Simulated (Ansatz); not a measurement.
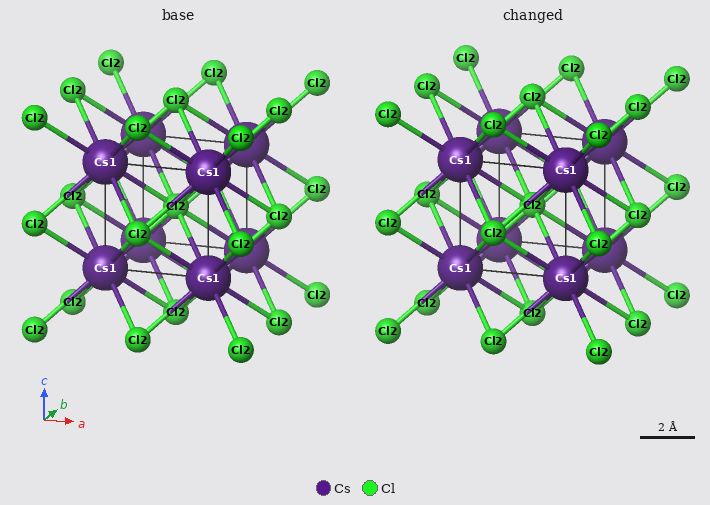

Left: a symmetric starting cell of CsCl. Right: the same structure after one change, at the same scale. The picture is a ball-and-stick view of the cell of the calculation, seen slightly off an axis.

Method: DFT PBEsol, scalar-relativistic, plane waves, PAW (Ansatz 0.2.0). Set-up: plane-wave cutoff 420 eV; k-point mesh 6 × 6 × 6; occupations gaussian; smearing width 0.02 eV; no spin polarisation.

### Which change leads from the left to the right?

All lengths are scaled by +2.2 % (volume +6.8 %), the atoms keeping their fractional coordinates. No relaxation follows. The starting cell wasn't computed here and needn't be at equilibrium, so pressure and forces aren't due to the change alone.

### How do the computed properties respond?

The pressure is −1.5 GPa (not all of it need come from the change, since the unchanged cell can be under pressure at this level too). All forces vanish by symmetry. Some distances before and after: Cl–Cs 3.571 → 3.650 Å. The space group stays Pm-3m (No. 221).
